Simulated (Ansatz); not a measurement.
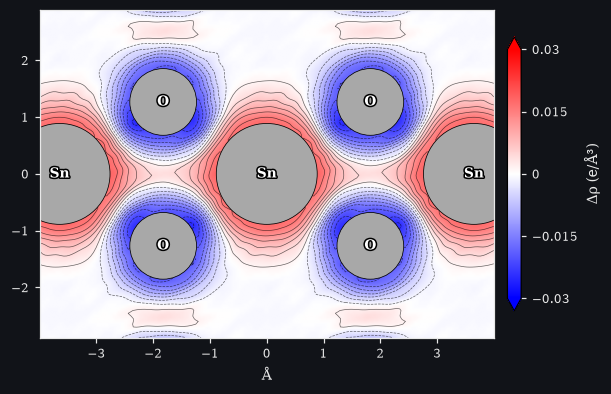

SnO2. Difference of the valence pseudo-densities of two functionals at the same geometry, on the (101̄) plane of the calculation cell: one of PBE and r2SCAN less the other.

Both computed with Ansatz (plane waves, PAW), on the same k-point mesh. Grey discs cover the atomic cores.

Question: Which was subtracted from which, and what does the map show?

Answer: It is PBE less r2SCAN. Against r2SCAN, PBE gives more density around Sn (+0.014 e/Å³ on average at 1.0 Å from the nucleus), less density around O (−0.016 e/Å³ on average at 0.7 Å from the nucleus) and a change of +0.006 e/Å³ at the midpoint of Sn–O.
